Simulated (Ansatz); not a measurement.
# Os(0001) with 2 layers of random Os-Ir, 2x2: scattering by chemical disorder, part 2 of 2

How strongly does chemical disorder scatter in Os(0001) with 2 layers of random Os-Ir, 2x2?

Ansatz 0.2.0; Ansatz plane-wave DFT, PBE, PAW files; ballistic transport by layer matching (Landauer), zero bias; PAW set soft_1.

So far. Step 2 (With 2 alloy layers): Over the solved energies the transmission per spin lies between 3.91 and 4.22, out of 4.61 channels of the lead on average (up to 4.74).

**3. With 6 alloy layers**

System of this step: Os(0001) with 6 layers of random Os-Ir, 2x2. The cell holds 64 atoms: 58 Os and 6 Ir. Cell: a = 5.468 Å, b = 5.468 Å, c = 34.558 Å, α = 90.0°, β = 90.0°, γ = 120.0°. It derives from Os. Regions: lead, 40 atoms (40 Os); scattering region, 24 atoms (18 Os and 6 Ir). The structure is stacked along c, and the current runs across the ab planes.

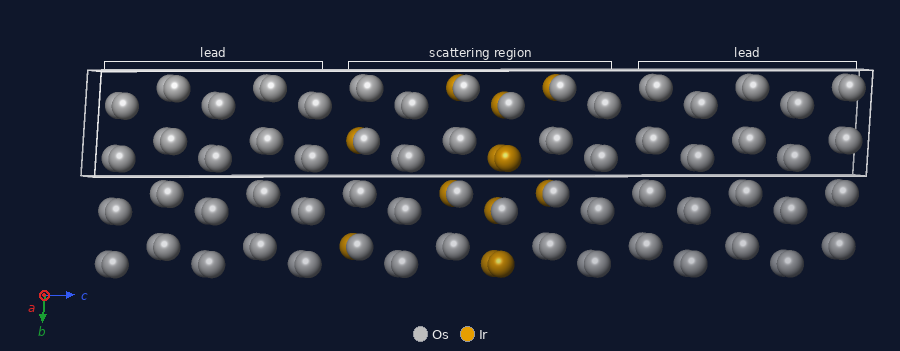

The cell of this step (osmium light grey, iridium orange). 1×2×1 cells are drawn.

input.yaml

```yaml
crystal:
  lattice:
    - [5.4682, 0.0, 0.0]
    - [-2.7341, 4.735600113, 0.0]
    - [0.0, 0.0, 34.5576]
  atoms:
    - { symbol: Os, position: [0.1666666667, 0.3333333333, 0.03125] }
    - { symbol: Os, position: [0.1666666667, 0.8333333333, 0.03125] }
    - { symbol: Os, position: [0.6666666667, 0.3333333333, 0.03125] }
    - { symbol: Os, position: [0.6666666667, 0.8333333333, 0.03125] }
    - { symbol: Os, position: [0.3333333333, 0.1666666667, 0.09375] }
    - { symbol: Os, position: [0.3333333333, 0.6666666667, 0.09375] }
    - { symbol: Os, position: [0.8333333333, 0.1666666667, 0.09375] }
    - { symbol: Os, position: [0.8333333333, 0.6666666667, 0.09375] }
    - { symbol: Os, position: [0.1666666667, 0.3333333333, 0.15625] }
    - { symbol: Os, position: [0.1666666667, 0.8333333333, 0.15625] }
    - { symbol: Os, position: [0.6666666667, 0.3333333333, 0.15625] }
    - { symbol: Os, position: [0.6666666667, 0.8333333333, 0.15625] }
    - { symbol: Os, position: [0.3333333333, 0.1666666667, 0.21875] }
    - { symbol: Os, position: [0.3333333333, 0.6666666667, 0.21875] }
    - { symbol: Os, position: [0.8333333333, 0.1666666667, 0.21875] }
    - { symbol: Os, position: [0.8333333333, 0.6666666667, 0.21875] }
    - { symbol: Os, position: [0.1666666667, 0.3333333333, 0.28125] }
    - { symbol: Os, position: [0.1666666667, 0.8333333333, 0.28125] }
    - { symbol: Os, position: [0.6666666667, 0.3333333333, 0.28125] }
    - { symbol: Os, position: [0.6666666667, 0.8333333333, 0.28125] }
    - { symbol: Os, position: [0.3333333333, 0.1666666667, 0.34375] }
    - { symbol: Ir, position: [0.3333333333, 0.6666666667, 0.34375] }
    - { symbol: Os, position: [0.8333333333, 0.1666666667, 0.34375] }
    - { symbol: Os, position: [0.8333333333, 0.6666666667, 0.34375] }
    - { symbol: Os, position: [0.1666666667, 0.3333333333, 0.40625] }
    - { symbol: Os, position: [0.1666666667, 0.8333333333, 0.40625] }
    - { symbol: Os, position: [0.6666666667, 0.3333333333, 0.40625] }
    - { symbol: Os, position: [0.6666666667, 0.8333333333, 0.40625] }
    - { symbol: Ir, position: [0.3333333333, 0.1666666667, 0.46875] }
    - { symbol: Os, position: [0.3333333333, 0.6666666667, 0.46875] }
    - { symbol: Os, position: [0.8333333333, 0.1666666667, 0.46875] }
    - { symbol: Os, position: [0.8333333333, 0.6666666667, 0.46875] }
    - { symbol: Ir, position: [0.1666666667, 0.3333333333, 0.53125] }
    - { symbol: Ir, position: [0.1666666667, 0.8333333333, 0.53125] }
    - { symbol: Os, position: [0.6666666667, 0.3333333333, 0.53125] }
    - { symbol: Ir, position: [0.6666666667, 0.8333333333, 0.53125] }
    - { symbol: Ir, position: [0.3333333333, 0.1666666667, 0.59375] }
    - { symbol: Os, position: [0.3333333333, 0.6666666667, 0.59375] }
    - { symbol: Os, position: [0.8333333333, 0.1666666667, 0.59375] }
    - { symbol: Os, position: [0.8333333333, 0.6666666667, 0.59375] }
    - { symbol: Os, position: [0.1666666667, 0.3333333333, 0.65625] }
    - { symbol: Os, position: [0.1666666667, 0.8333333333, 0.65625] }
    - { symbol: Os, position: [0.6666666667, 0.3333333333, 0.65625] }
    - { symbol: Os, position: [0.6666666667, 0.8333333333, 0.65625] }
    - { symbol: Os, position: [0.3333333333, 0.1666666667, 0.71875] }
    - { symbol: Os, position: [0.3333333333, 0.6666666667, 0.71875] }
    - { symbol: Os, position: [0.8333333333, 0.1666666667, 0.71875] }
    - { symbol: Os, position: [0.8333333333, 0.6666666667, 0.71875] }
    - { symbol: Os, position: [0.1666666667, 0.3333333333, 0.78125] }
    - { symbol: Os, position: [0.1666666667, 0.8333333333, 0.78125] }
    - { symbol: Os, position: [0.6666666667, 0.3333333333, 0.78125] }
    - { symbol: Os, position: [0.6666666667, 0.8333333333, 0.78125] }
    - { symbol: Os, position: [0.3333333333, 0.1666666667, 0.84375] }
    - { symbol: Os, position: [0.3333333333, 0.6666666667, 0.84375] }
    - { symbol: Os, position: [0.8333333333, 0.1666666667, 0.84375] }
    - { symbol: Os, position: [0.8333333333, 0.6666666667, 0.84375] }
    - { symbol: Os, position: [0.1666666667, 0.3333333333, 0.90625] }
    - { symbol: Os, position: [0.1666666667, 0.8333333333, 0.90625] }
    - { symbol: Os, position: [0.6666666667, 0.3333333333, 0.90625] }
    - { symbol: Os, position: [0.6666666667, 0.8333333333, 0.90625] }
    - { symbol: Os, position: [0.3333333333, 0.1666666667, 0.96875] }
    - { symbol: Os, position: [0.3333333333, 0.6666666667, 0.96875] }
    - { symbol: Os, position: [0.8333333333, 0.1666666667, 0.96875] }
    - { symbol: Os, position: [0.8333333333, 0.6666666667, 0.96875] }
kpoints:
  mp_grid: { grid: [5, 5, 1] }
hamiltonian:
  xc: pbe
  pseudopotentials: { kind: paw, azcp: { folder: soft_1 } }
scf:
  occupations: { method: fermi_dirac, width: 0.1 }
output:
  transmission:
    leads: [[0, 8]]
    kmesh: [10, 10]
    e_range: [-0.05, 0.05]
    de: 0.05
  write_potential: true
  write_density: true
  volumetric_format: npy
```

Command:

```bash
$ ansatz run input.yaml --threads 4 --pin off --max-ram 15360MiB --backend cpu --events-out ev --progress --plain --runs-dir out
```

Numbers of over 12 decimals in the logs are rounded to 6 here.

The log of the run:

```text
[...]
Crystal: 64 atoms, lattice volume = 894.876 Å³
Basis set: ecut = 420 eV, 17377 PW (Γ)
Bands: 618, of which v1, the nominal top of the filled ones, is band 515 counted from 1 (514 counted from 0)
Symmetry: 2 space group operations
[...]
k-points: 9 of 25 (time reversal used)
[...]
SCF iter   1: F=—  HF=-732013.627683 eV  |F-HF|=—  |Δ(HF+E_count)|=         —  Δρ=5.96e-2  dr2=7.40e1  ethr=3.10e-3  ⟨swp⟩=5.2  Hψ=18449  notcnv=0  defer=39
[...]
SCF iter   9: F=-732004.119925 eV  HF=-732004.119925 eV  |F-HF|=4.53e-8  |Δ(HF+E_count)|=   2.72e-8  Δρ=5.44e-7  dr2=4.71e-8  ethr=9.71e-12  ⟨swp⟩=6.0  Hψ=12618  notcnv=0
SCF 1 converged in 9 iterations: F = -732004.119925 eV  dr2 = 4.71e-8
[...]
transmission: 200 of 1984 steps passed
transmission: 398 of 1984 steps passed
[...]
transmission: 1984 of 1984 steps passed
SCF converged after 9 iterations
Free energy (F): -732004.119925 eV
[...]
Internal energy: -732002.605273 eV  (E = F + TS)
E sigma→0 (E₀):  -732003.362599 eV
Entropy (-TS):   -1.514652 eV (-23.666 meV/atom)
Fermi energy:    26.110618 eV
[...]
--- Band table (eV; the first three rows and the last of 9) ---
  k-point 0: bands = [... 511 lower, 26.7652, 26.7826, 26.7999, 26.8059, 26.8209, 26.9430, 26.9984, 27.0585, ... 99 higher]
  k-point 1: bands = [... 511 lower, 26.5394, 26.6443, 26.6796, 26.7128, 26.7375, 26.7785, 26.7852, 26.8134, ... 99 higher]
  k-point 2: bands = [... 511 lower, 25.8613, 25.9064, 25.9473, 25.9685, 25.9984, 26.0217, 26.0366, 26.0985, ... 99 higher]
  k-point 8: bands = [... 511 lower, 25.6240, 25.6790, 25.8058, 25.9138, 25.9863, 26.0075, 26.0634, 26.0736, ... 99 higher]
--- Transmission ---
  basis      : 223 plane waves across, 64 finite elements along
  points     : 31, standing for a mesh of 10 x 10
[...]
channels       : 4.550000e0 a spin
[...]
junction   : crystal 0 to crystal 0, -0.70 to 29.54 Å
    transmission   : 3.482893e0 a spin
[...]
```

Run time: 7.1 min. Hardware: 4 threads of Intel Xeon 6975P-C (Granite Rapids), shared host; peak memory 9.4 GiB.

Numbers from this step:

| Item | Value |
| --- | --- |
| free energy | -732004.1199 eV |
| energy at zero smearing | -732003.3626 eV |
| Fermi energy | 26.11 eV |
| transmission per spin nearest the Fermi level | 3.483 |
| step of the lead's potential | 3.5 meV |

Per spin. The transmission, zone mean by energy, zero at the Fermi level:

```csv
energy (eV),"transmission, zone mean"
-0.0500,3.64
0.0000,3.48
0.0500,3.60
```

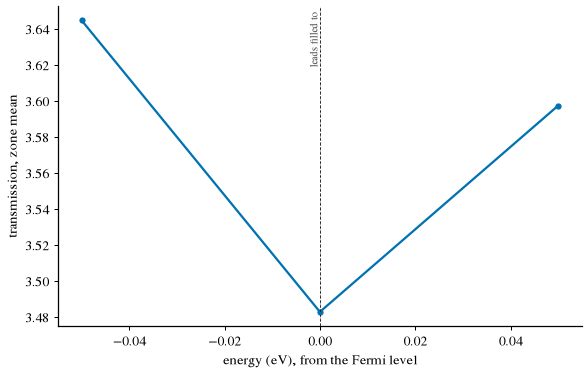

Transmission, zone mean against energy.

Over the solved energies the transmission per spin lies between 3.48 and 3.64, out of 4.53 channels of the lead on average (up to 4.55).

**4. With 10 alloy layers**

System of this step: Os(0001) with 10 layers of random Os-Ir, 2x2. The cell holds 80 atoms: 70 Os and 10 Ir. Cell: a = 5.468 Å, b = 5.468 Å, c = 43.197 Å, α = 90.0°, β = 90.0°, γ = 120.0°. It derives from Os. Regions: lead, 40 atoms (40 Os); scattering region, 40 atoms (30 Os and 10 Ir). The structure is stacked along c, and the current runs across the ab planes.

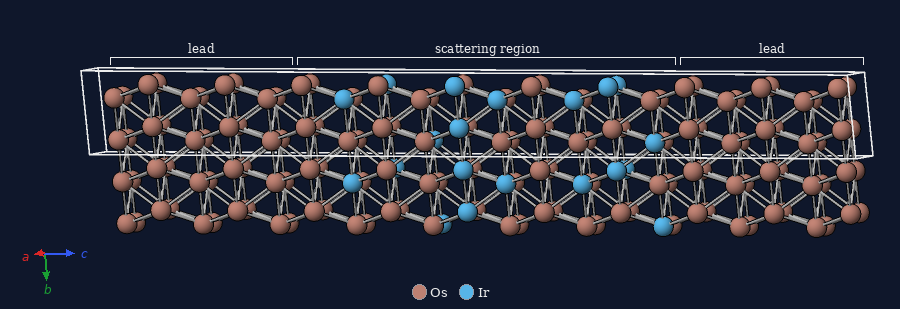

The cell of this step (osmium pink, iridium blue). 1×2×1 cells are drawn.

input.yaml

```yaml
crystal:
  lattice:
    - [5.4682, 0.0, 0.0]
    - [-2.7341, 4.735600113, 0.0]
    - [0.0, 0.0, 43.197]
  atoms:
    - { symbol: Os, position: [0.1666666667, 0.3333333333, 0.025] }
    - { symbol: Os, position: [0.1666666667, 0.8333333333, 0.025] }
    - { symbol: Os, position: [0.6666666667, 0.3333333333, 0.025] }
    - { symbol: Os, position: [0.6666666667, 0.8333333333, 0.025] }
    - { symbol: Os, position: [0.3333333333, 0.1666666667, 0.075] }
    - { symbol: Os, position: [0.3333333333, 0.6666666667, 0.075] }
    - { symbol: Os, position: [0.8333333333, 0.1666666667, 0.075] }
    - { symbol: Os, position: [0.8333333333, 0.6666666667, 0.075] }
    - { symbol: Os, position: [0.1666666667, 0.3333333333, 0.125] }
    - { symbol: Os, position: [0.1666666667, 0.8333333333, 0.125] }
    - { symbol: Os, position: [0.6666666667, 0.3333333333, 0.125] }
    - { symbol: Os, position: [0.6666666667, 0.8333333333, 0.125] }
    - { symbol: Os, position: [0.3333333333, 0.1666666667, 0.175] }
    - { symbol: Os, position: [0.3333333333, 0.6666666667, 0.175] }
    - { symbol: Os, position: [0.8333333333, 0.1666666667, 0.175] }
    - { symbol: Os, position: [0.8333333333, 0.6666666667, 0.175] }
    - { symbol: Os, position: [0.1666666667, 0.3333333333, 0.225] }
    - { symbol: Os, position: [0.1666666667, 0.8333333333, 0.225] }
    - { symbol: Os, position: [0.6666666667, 0.3333333333, 0.225] }
    - { symbol: Os, position: [0.6666666667, 0.8333333333, 0.225] }
    - { symbol: Os, position: [0.3333333333, 0.1666666667, 0.275] }
    - { symbol: Os, position: [0.3333333333, 0.6666666667, 0.275] }
    - { symbol: Os, position: [0.8333333333, 0.1666666667, 0.275] }
    - { symbol: Os, position: [0.8333333333, 0.6666666667, 0.275] }
    - { symbol: Os, position: [0.1666666667, 0.3333333333, 0.325] }
    - { symbol: Os, position: [0.1666666667, 0.8333333333, 0.325] }
    - { symbol: Ir, position: [0.6666666667, 0.3333333333, 0.325] }
    - { symbol: Os, position: [0.6666666667, 0.8333333333, 0.325] }
    - { symbol: Ir, position: [0.3333333333, 0.1666666667, 0.375] }
    - { symbol: Os, position: [0.3333333333, 0.6666666667, 0.375] }
    - { symbol: Os, position: [0.8333333333, 0.1666666667, 0.375] }
    - { symbol: Os, position: [0.8333333333, 0.6666666667, 0.375] }
    - { symbol: Os, position: [0.1666666667, 0.3333333333, 0.425] }
    - { symbol: Ir, position: [0.1666666667, 0.8333333333, 0.425] }
    - { symbol: Os, position: [0.6666666667, 0.3333333333, 0.425] }
    - { symbol: Os, position: [0.6666666667, 0.8333333333, 0.425] }
    - { symbol: Os, position: [0.3333333333, 0.1666666667, 0.475] }
    - { symbol: Os, position: [0.3333333333, 0.6666666667, 0.475] }
    - { symbol: Ir, position: [0.8333333333, 0.1666666667, 0.475] }
    - { symbol: Ir, position: [0.8333333333, 0.6666666667, 0.475] }
    - { symbol: Os, position: [0.1666666667, 0.3333333333, 0.525] }
    - { symbol: Os, position: [0.1666666667, 0.8333333333, 0.525] }
    - { symbol: Ir, position: [0.6666666667, 0.3333333333, 0.525] }
    - { symbol: Os, position: [0.6666666667, 0.8333333333, 0.525] }
    - { symbol: Os, position: [0.3333333333, 0.1666666667, 0.575] }
    - { symbol: Os, position: [0.3333333333, 0.6666666667, 0.575] }
    - { symbol: Os, position: [0.8333333333, 0.1666666667, 0.575] }
    - { symbol: Os, position: [0.8333333333, 0.6666666667, 0.575] }
    - { symbol: Os, position: [0.1666666667, 0.3333333333, 0.625] }
    - { symbol: Os, position: [0.1666666667, 0.8333333333, 0.625] }
    - { symbol: Ir, position: [0.6666666667, 0.3333333333, 0.625] }
    - { symbol: Os, position: [0.6666666667, 0.8333333333, 0.625] }
    - { symbol: Ir, position: [0.3333333333, 0.1666666667, 0.675] }
    - { symbol: Os, position: [0.3333333333, 0.6666666667, 0.675] }
    - { symbol: Ir, position: [0.8333333333, 0.1666666667, 0.675] }
    - { symbol: Os, position: [0.8333333333, 0.6666666667, 0.675] }
    - { symbol: Os, position: [0.1666666667, 0.3333333333, 0.725] }
    - { symbol: Os, position: [0.1666666667, 0.8333333333, 0.725] }
    - { symbol: Os, position: [0.6666666667, 0.3333333333, 0.725] }
    - { symbol: Ir, position: [0.6666666667, 0.8333333333, 0.725] }
    - { symbol: Os, position: [0.3333333333, 0.1666666667, 0.775] }
    - { symbol: Os, position: [0.3333333333, 0.6666666667, 0.775] }
    - { symbol: Os, position: [0.8333333333, 0.1666666667, 0.775] }
    - { symbol: Os, position: [0.8333333333, 0.6666666667, 0.775] }
    - { symbol: Os, position: [0.1666666667, 0.3333333333, 0.825] }
    - { symbol: Os, position: [0.1666666667, 0.8333333333, 0.825] }
    - { symbol: Os, position: [0.6666666667, 0.3333333333, 0.825] }
    - { symbol: Os, position: [0.6666666667, 0.8333333333, 0.825] }
    - { symbol: Os, position: [0.3333333333, 0.1666666667, 0.875] }
    - { symbol: Os, position: [0.3333333333, 0.6666666667, 0.875] }
    - { symbol: Os, position: [0.8333333333, 0.1666666667, 0.875] }
    - { symbol: Os, position: [0.8333333333, 0.6666666667, 0.875] }
    - { symbol: Os, position: [0.1666666667, 0.3333333333, 0.925] }
    - { symbol: Os, position: [0.1666666667, 0.8333333333, 0.925] }
    - { symbol: Os, position: [0.6666666667, 0.3333333333, 0.925] }
    - { symbol: Os, position: [0.6666666667, 0.8333333333, 0.925] }
    - { symbol: Os, position: [0.3333333333, 0.1666666667, 0.975] }
    - { symbol: Os, position: [0.3333333333, 0.6666666667, 0.975] }
    - { symbol: Os, position: [0.8333333333, 0.1666666667, 0.975] }
    - { symbol: Os, position: [0.8333333333, 0.6666666667, 0.975] }
kpoints:
  mp_grid: { grid: [5, 5, 1] }
hamiltonian:
  xc: pbe
  pseudopotentials: { kind: paw, azcp: { folder: soft_1 } }
scf:
  occupations: { method: fermi_dirac, width: 0.1 }
output:
  transmission:
    leads: [[0, 8]]
    kmesh: [10, 10]
    e_range: [-0.05, 0.05]
    de: 0.05
  write_potential: true
  write_density: true
  volumetric_format: npy
```

The log of the run:

```text
[...]
Crystal: 80 atoms, lattice volume = 1118.595 Å³
Basis set: ecut = 420 eV, 21739 PW (Γ)
Bands: 774, of which v1, the nominal top of the filled ones, is band 645 counted from 1 (644 counted from 0)
Symmetry: 1 space group operations
[...]
k-points: 13 of 25 (time reversal used)
[...]
SCF iter   1: F=—  HF=-916394.149358 eV  |F-HF|=—  |Δ(HF+E_count)|=         —  Δρ=5.92e-2  dr2=1.28e2  ethr=3.10e-3  ⟨swp⟩=5.5  Hψ=33072  notcnv=0  defer=69
[...]
SCF iter   9: F=-916382.500563 eV  HF=-916382.500563 eV  |F-HF|=8.22e-8  |Δ(HF+E_count)|=   5.09e-8  Δρ=6.60e-7  dr2=8.41e-8  ethr=7.75e-12  ⟨swp⟩=6.5  Hψ=23090  notcnv=0
SCF 1 converged in 9 iterations: F = -916382.500563 eV  dr2 = 8.41e-8
[...]
transmission: 417 of 4160 steps passed
transmission: 832 of 4160 steps passed
[...]
transmission: 4160 of 4160 steps passed
SCF converged after 9 iterations
Free energy (F): -916382.500563 eV
[...]
Internal energy: -916380.683904 eV  (E = F + TS)
E sigma→0 (E₀):  -916381.592233 eV
Entropy (-TS):   -1.816659 eV (-22.708 meV/atom)
Fermi energy:    26.122168 eV
[...]
--- Band table (eV; the first three rows and the last of 13) ---
  k-point 0: bands = [... 641 lower, 26.6767, 26.6803, 26.7564, 26.7605, 26.7926, 26.8109, 27.0966, 27.1474, ... 125 higher]
  k-point 1: bands = [... 641 lower, 26.3588, 26.3829, 26.6576, 26.6873, 26.8307, 26.9084, 26.9275, 26.9940, ... 125 higher]
  k-point 2: bands = [... 641 lower, 25.8525, 25.8666, 25.8918, 25.9091, 25.9146, 25.9674, 26.0175, 26.0321, ... 125 higher]
  k-point 12: bands = [... 641 lower, 26.0271, 26.0409, 26.0531, 26.0799, 26.0931, 26.1283, 26.2133, 26.2237, ... 125 higher]
--- Transmission ---
  basis      : 223 plane waves across, 80 finite elements along
  points     : 52, standing for a mesh of 10 x 10
[...]
channels       : 4.550000e0 a spin
[...]
junction   : crystal 0 to crystal 0, 1.46 to 40.34 Å
    transmission   : 3.373990e0 a spin
[...]
```

Elapsed: 17 min, on 4 threads; peak memory 8.9 GiB; 61 min of CPU time.

Numbers from this step:

```
free energy                                   : -916382.5006 eV
energy at zero smearing                       : -916381.5922 eV
Fermi energy                                  : 26.12 eV
transmission per spin nearest the Fermi level : 3.374
step of the lead's potential                  : 2.7 meV
```

Per spin. Transmission, zone mean against energy, zero at the Fermi level:

```csv
energy (eV),"transmission, zone mean"
-0.0500,3.39
0.0000,3.37
0.0500,3.38
```

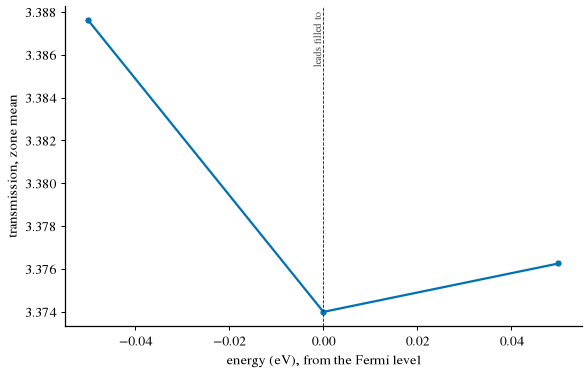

Transmission, zone mean against energy.

Over the solved energies the transmission per spin lies between 3.37 and 3.39, out of 4.53 channels of the lead on average (up to 4.55).

**5. Resistance against length**

This step: Ansatz plane-wave DFT, PBE, PAW files; ballistic transport by layer matching (Landauer), zero bias; residual resistivity from the slope of the area resistance, atoms on the host's lattice; PAW set soft_1 (Ansatz 0.2.0).

Numbers from this step:

```yaml
resistivity: 8.403 µΩ cm
intercept: 0.07643 fΩ m²
scatter_about_the_fit: 0.008693 fΩ m²
```

Resistance, by row:

```csv
run,length (Å),T,channels N,RA (fΩ m²)
n2,4.32,4.022,4.613,0.1066
n6,12.96,3.575,4.533,0.1976
n10,21.6,3.379,4.533,0.2518
```

Area resistance against length of the alloy:

```csv
length of the alloy (Å),area resistance (fΩ m²)
4.32,0.107
12.96,0.198
21.60,0.252
```

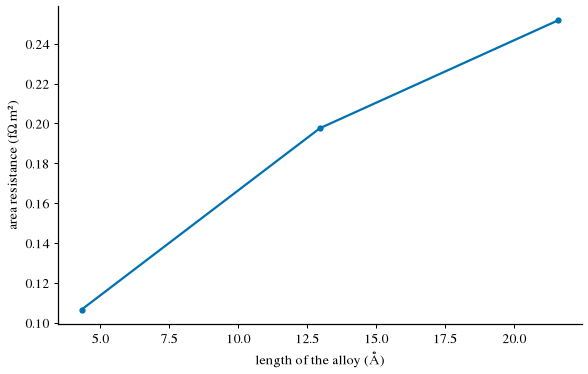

Area resistance, plotted against length of the alloy.

The area resistance goes from 0.11 to 0.25 fΩ m² between 4.3 and 21.6 Å, a slope of 8.4 µΩ cm.

By hand from the end points: (0.2518 − 0.1066) fΩ m² / (21.60 − 4.32) Å = 8.4 µΩ cm, since 1 fΩ m² per Å is 1000 µΩ cm.

**6. Summary of results**

```yaml
resistivity_from_the_slope: 8.40 µΩ cm
area_resistance_over_4p32_a: 0.107 fΩ m²
area_resistance_over_13p0_a: 0.198 fΩ m²
area_resistance_over_21p6_a: 0.252 fΩ m²
```

**Reading.** The slope gives 8.4 µΩ cm. The points scatter by 0.0087 fΩ m² about the line, with one random draw a length in a 2x2 cell, so the slope is a rough value. The lead's own channel count moves between the runs (4.61, 4.53 and 4.53), which shifts RA and the slope too. Read with a model of isotropic scattering on a spherical Fermi surface and the lead's 1.4×10¹⁵ S/m², this slope means a mean free path near 73 Å; over these lengths the model's slope is 1.13 times its bulk resistivity, which would be 7.4 µΩ cm. The draw over the shortest length came out nearly ordered, with 8 symmetry operations, so that point is a poor sample of a random alloy. The atoms sit on the host's lattice, so scattering by size misfit is left out. Spin-orbit coupling is left out, which matters for Ir and Os.

[Logs are printed without paths, hosts, clocks, repeated set-up lines and the standing remarks that a program may print on its own settings, such as how far it seeks lower states.]

[Hosts, paths, dates, database ids (printed as entryN), source tags and the programs' standing remarks are cut or masked in the printed files.]
